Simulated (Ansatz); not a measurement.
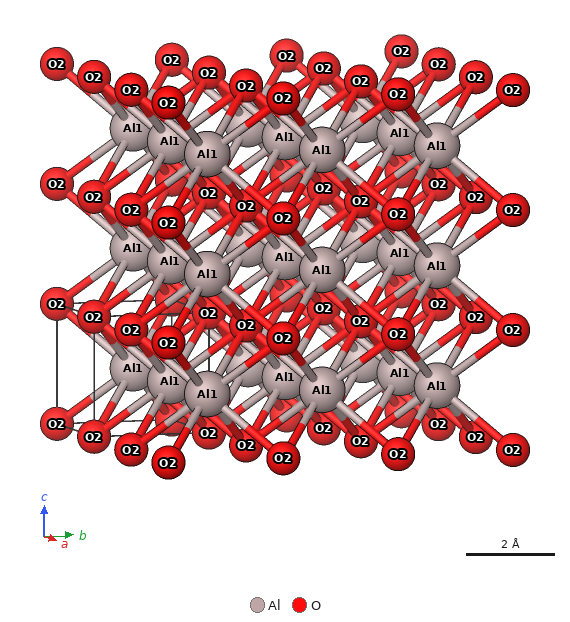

The structure of run A (ball-and-stick view of the cell of the calculation, repeated 3 × 3 × 3, seen slightly off an axis; atoms are numbered from 1 in the order of the input). An atom can appear more than once, as a periodic image. Near neighbours in the periodic cell (some may lie outside the picture): Al has 8 O at 2.40 Å; O has 8 Al at 2.40 Å.

# What a change does: geometry relaxation on AlO

System: AlO (Pm-3m, 2 atoms in the cell).
Method of run A: Kohn-Sham DFT of a periodic cell, PBE0, Ansatz PAW, no spin polarisation (Ansatz 0.2.0).

The structure was built on a prototype by a generator; it need not be a known phase. Text and figures count atoms from 1; the logs count them from 0 in places.

## Input file, run A
```yaml
crystal:
  lattice:
    - [2.76919, 0.0, 0.0]
    - [0.0, 2.76919, 0.0]
    - [0.0, 0.0, 2.76919]
  atoms:
    - { symbol: Al, position: [0.5, 0.5, 0.5] }
    - { symbol: O, position: [0.0, 0.0, 0.0] }
hamiltonian:
  xc: pbe0
  pseudopotentials: { kind: paw }
kpoints:
  mp_grid: { grid: [5, 5, 5] }
scf:
  occupations: { method: fermi_dirac, width: 0.05 }
output:
  forces: true
  stress: true
  eigenvalues: true
relax:
  f_tol: 0.01
  max_steps: 40
  cell: { stress_tol: 0.05 }
```

Hardware: 1 × NVIDIA H100 80GB HBM3, 2 threads of AMD EPYC (Zen 3), 144 GiB of memory available, shared host.

## Output, shortened to warnings, some set-up lines, iterations and results (run A)
```
Basis set: ecut = 420 eV, 437 PW (Γ), exchange–correlation on 40×40×40 points (8 copies of the dense FFT grid, shifted against one another)
Symmetry: 48 space group operations
k-points: 10 of 125
Initial density: superposition of atomic densities (neutral atoms: chi_scale 0, normalization atom), corrected by the library's trained network
[...]
SCF iter   1: F=—  HF=-1103.866530 eV  |F-HF|=—  |Δ(HF+E_count)|=         —  Δρ=8.24e-3  dr2=1.42e-2  ethr=1.77e-3  ⟨swp⟩=7.1  Hψ=431  notcnv=0
SCF iter   2: F=—  HF=-1103.863713 eV  |F-HF|=—  |Δ(HF+E_count)|=   2.82e-3  Δρ=2.75e-3  dr2=1.81e-3  ethr=1.58e-4  ⟨swp⟩=2.6  Hψ=180  notcnv=0  defer=1
SCF iter   3: F=—  HF=-1103.863477 eV  |F-HF|=—  |Δ(HF+E_count)|=   2.36e-4  Δρ=2.61e-4  dr2=4.30e-6  ethr=5.37e-8  ⟨swp⟩=3.7  Hψ=367  notcnv=0
SCF iter   4: F=—  HF=-1103.863484 eV  |F-HF|=—  |Δ(HF+E_count)|=   6.77e-6  Δρ=3.83e-5  dr2=2.45e-7  ethr=4.78e-8  ⟨swp⟩=2.1  Hψ=140  notcnv=0
SCF iter   5: F=—  HF=-1103.863484 eV  |F-HF|=—  |Δ(HF+E_count)|=   1.94e-7  Δρ=5.66e-6  dr2=3.28e-9  ethr=2.72e-9  ⟨swp⟩=4.0  Hψ=187  notcnv=0
[... 121 lines ...]
SCF 17 converged in 2 iterations: F = -1103.775225 eV  dr2 = 2.04e-12
SCF iter   1: F=—  HF=-1103.775225 eV  |F-HF|=—  |Δ(HF+E_count)|=         —  Δρ=1.17e-7  dr2=3.00e-12  ethr=2.22e-12  ⟨swp⟩=13.7  Hψ=497  notcnv=0
SCF iter   2: F=-1103.775225 eV  HF=-1103.775225 eV  |F-HF|=6.82e-13  |Δ(HF+E_count)|=  6.82e-13  Δρ=8.96e-8  dr2=6.57e-13  ethr=1.00e-12  ⟨swp⟩=2.0  Hψ=137  notcnv=0
SCF 18 converged in 2 iterations: F = -1103.775225 eV  dr2 = 6.57e-13
relax step   7: F+E_penalty+E_count = -1103.77522499 eV  Δ(F+E_penalty+E_count) = -2.547e-11 eV  max|allowed force component| = 8.423e-32 eV/Å  Δτ_max = 0.0000 Å  P = -0.005 …
basis re-selected at this cell: Δ(F+E_penalty+E_count) = -2.547e-11 eV, ΔP = -0.003 GPa vs the last step (what re-selecting the basis moved, of the pressure what is left beyond the Pulay correction that the steps carried, after the strain that the cell walked since its last selection, with what the …
hybrid SCF converged: 2 outer / 4 inner (+0 warm-up), last move |dexx| = 1.56e-13 eV, tail = 1.50e-12 eV
Stability not checked: this state was not tested for a lower state beside it, because the functional holds exact exchange (a hybrid, or Hartree-Fock), whose exchange loop this test does not read (fock_operator; see scf.lower_state_search)
Free energy (F): -1103.775225 eV
Frozen-core exchange: fock
Harris-Foulkes:  -1103.775225 eV  (|F-HF|=6.82e-13)
Internal energy: -1103.772135 eV  (E = F + TS)
E sigma→0 (E₀):  -1103.773680 eV
Entropy (-TS):   -0.003090 eV (-1.545 meV/atom)
Fermi energy:    11.181249 eV
--- Per-component energies (eV) ---
  E_band       = 0.639418
  E_kinetic    = 198.617312
  E_local      = -340.645888  (includes V_loc(G=0)·N_el)
  E_nonlocal   = 56.770931
  E_hartree    = 132.626979
  E_xc         = -88.492608
  E_vxc        = -96.286020  (∫ρ·V_xc dr)
  E_exx        = -25.949270  (= α·E_x^exact, valence–valence)
  E_paw        = -623.723390  (= ΣΔE_a)
  E_vpaw       = -31.174618  (= ΣTr[D̂ρ^β])
  E_aug_tail   = 0.002268  (compensation charges beyond the density's cutoff)
  E_ewald      = -412.909082
  E_core_change = -0.069389  (= ΣΔE_core)
  E_smearing   = -0.003090  (= −TS)
  E_closure    = -0.000000  (closes the sum)
  Σ components = -1103.775225   (vs F -1103.775225, Δ=2.27e-13)
--- Forces (eV/Å), atoms counted from 1 ---
  atom   1  Al    -0.00000000    -0.00000000    -0.00000000
  atom   2  O     -0.00000000    -0.00000000     0.00000000
  max |Σ_I F_I| component: 2.92e-31 eV/Å
--- Stress (GPa, compression-positive) ---
       -0.004666       0.000000       0.000000
        0.000000      -0.004666       0.000000
        0.000000       0.000000      -0.004666
  P = ⅓ Tr σ = -0.0047 GPa (-0.047 kbar)
--- Relaxed structure (5 steps of the walk, 5 accepted, 2 SCFs on fresh bases) ---
  F+E_penalty+E_count = -1103.77522499 eV   max|allowed force component| = 8.423e-32 eV/Å   (the final SCF, on the basis selected at the relaxed cell)
  cell:  # Å, volume = 20.3397 Å³
[...]
```

The input of run B differs as follows (lines with − go, lines with + come):
```diff
-  xc: pbe0
+  xc: b3lyp
```

How does run B compare with run A?

The total energies belong to different methods, so their difference says nothing on which is more stable or more accurate. The volume per atom goes from 10.17 to 10.50 Å³. The functional changes from PBE0 to b3lyp.

## Output, shortened to warnings, some set-up lines, iterations and results (run B)
```
Basis set: ecut = 420 eV, 437 PW (Γ), exchange–correlation on 40×40×40 points (8 copies of the dense FFT grid, shifted against one another)
Symmetry: 48 space group operations
k-points: 10 of 125
Initial density: superposition of atomic densities (neutral atoms: chi_scale 0, normalization atom), corrected by the library's trained network
[...]
SCF iter   1: F=—  HF=-1108.747240 eV  |F-HF|=—  |Δ(HF+E_count)|=         —  Δρ=1.48e-2  dr2=3.27e-2  ethr=1.77e-3  ⟨swp⟩=7.1  Hψ=428  notcnv=0
SCF iter   2: F=—  HF=-1108.741218 eV  |F-HF|=—  |Δ(HF+E_count)|=   6.02e-3  Δρ=4.83e-3  dr2=4.05e-3  ethr=3.63e-4  ⟨swp⟩=2.3  Hψ=183  notcnv=0
SCF iter   3: F=—  HF=-1108.741011 eV  |F-HF|=—  |Δ(HF+E_count)|=   2.07e-4  Δρ=5.24e-4  dr2=2.15e-5  ethr=2.33e-7  ⟨swp⟩=3.0  Hψ=410  notcnv=0
SCF iter   4: F=—  HF=-1108.741046 eV  |F-HF|=—  |Δ(HF+E_count)|=   3.53e-5  Δρ=1.47e-4  dr2=4.82e-6  ethr=2.33e-7  ⟨swp⟩=3.0  Hψ=164  notcnv=0
SCF iter   5: F=—  HF=-1108.741045 eV  |F-HF|=—  |Δ(HF+E_count)|=   7.64e-7  Δρ=2.97e-5  dr2=1.85e-7  ethr=5.36e-8  ⟨swp⟩=2.2  Hψ=141  notcnv=0
[... 84 lines ...]
SCF 14 converged in 2 iterations: F = -1109.136607 eV  dr2 = 5.10e-12
SCF iter   1: F=—  HF=-1109.136607 eV  |F-HF|=—  |Δ(HF+E_count)|=         —  Δρ=2.83e-7  dr2=4.98e-12  ethr=2.22e-12  ⟨swp⟩=13.4  Hψ=491  notcnv=0
SCF iter   2: F=-1109.136607 eV  HF=-1109.136607 eV  |F-HF|=4.55e-13  |Δ(HF+E_count)|=  2.27e-12  Δρ=1.44e-7  dr2=1.40e-12  ethr=1.00e-12  ⟨swp⟩=2.0  Hψ=137  notcnv=0
SCF 15 converged in 2 iterations: F = -1109.136607 eV  dr2 = 1.40e-12
relax step   6: F+E_penalty+E_count = -1109.13660716 eV  Δ(F+E_penalty+E_count) = -3.070e-11 eV  max|allowed force component| = 1.828e-31 eV/Å  Δτ_max = 0.0000 Å  P = -0.002 …
basis re-selected at this cell: Δ(F+E_penalty+E_count) = -3.070e-11 eV, ΔP = -0.001 GPa vs the last step (what re-selecting the basis moved, of the pressure what is left beyond the Pulay correction that the steps carried, after the strain that the cell walked since its last selection, with what the …
hybrid SCF converged: 2 outer / 4 inner (+0 warm-up), last move |dexx| = 4.26e-13 eV, tail = 3.26e-12 eV
Stability not checked: this state was not tested for a lower state beside it, because the functional holds exact exchange (a hybrid, or Hartree-Fock), whose exchange loop this test does not read (fock_operator; see scf.lower_state_search)
Free energy (F): -1109.136607 eV
Frozen-core exchange: fock
Harris-Foulkes:  -1109.136607 eV  (|F-HF|=4.55e-13)
Internal energy: -1109.133516 eV  (E = F + TS)
E sigma→0 (E₀):  -1109.135062 eV
Entropy (-TS):   -0.003091 eV (-1.545 meV/atom)
Fermi energy:    10.723085 eV
--- Per-component energies (eV) ---
  E_band       = 3.585010
  E_kinetic    = 197.902786
  E_local      = -349.510777  (includes V_loc(G=0)·N_el)
  E_nonlocal   = 58.577749
  E_hartree    = 136.050007
  E_xc         = -93.073224
  E_vxc        = -100.356153  (∫ρ·V_xc dr)
  E_exx        = -20.751659  (= α·E_x^exact, valence–valence)
  E_paw        = -629.789005  (= ΣΔE_a)
  E_vpaw       = -33.627638  (= ΣTr[D̂ρ^β])
  E_aug_tail   = 0.002328  (compensation charges beyond the density's cutoff)
  E_ewald      = -408.511115
  E_core_change = -0.030605  (= ΣΔE_core)
  E_smearing   = -0.003091  (= −TS)
  E_closure    = -0.000000  (closes the sum)
  Σ components = -1109.136607   (vs F -1109.136607, Δ=2.27e-13)
--- Forces (eV/Å), atoms counted from 1 ---
  atom   1  Al     0.00000000     0.00000000     0.00000000
  atom   2  O     -0.00000000     0.00000000     0.00000000
  max |Σ_I F_I| component: 3.90e-31 eV/Å
--- Stress (GPa, compression-positive) ---
       -0.001877       0.000000       0.000000
        0.000000      -0.001877      -0.000000
        0.000000      -0.000000      -0.001877
  P = ⅓ Tr σ = -0.0019 GPa (-0.019 kbar)
--- Relaxed structure (4 steps of the walk, 4 accepted, 2 SCFs on fresh bases) ---
  F+E_penalty+E_count = -1109.13660716 eV   max|allowed force component| = 1.828e-31 eV/Å   (the final SCF, on the basis selected at the relaxed cell)
  cell:  # Å, volume = 21.0038 Å³
[...]
```

## The two runs side by side

```csv
quantity,run A,run B
outcome,converged,converged
free energy per atom (eV),−551.8876,−554.5683
"energy per atom, smearing taken to zero (eV)",−551.8868,−554.5675
gap on the mesh (eV),0.00,0.00
pressure (GPa),0.00,0.00
volume per atom (Å³),10.17,10.50
largest force (eV/Å),0.000,0.000
irreducible k-points,10,10
wall time (shared host),33 s,25 s
```

For both runs: The cell holds an odd number of electrons but the run has no spin polarisation, so a band is left half filled. For run B: Points of doubt noted for this run: forces on files of another functional.
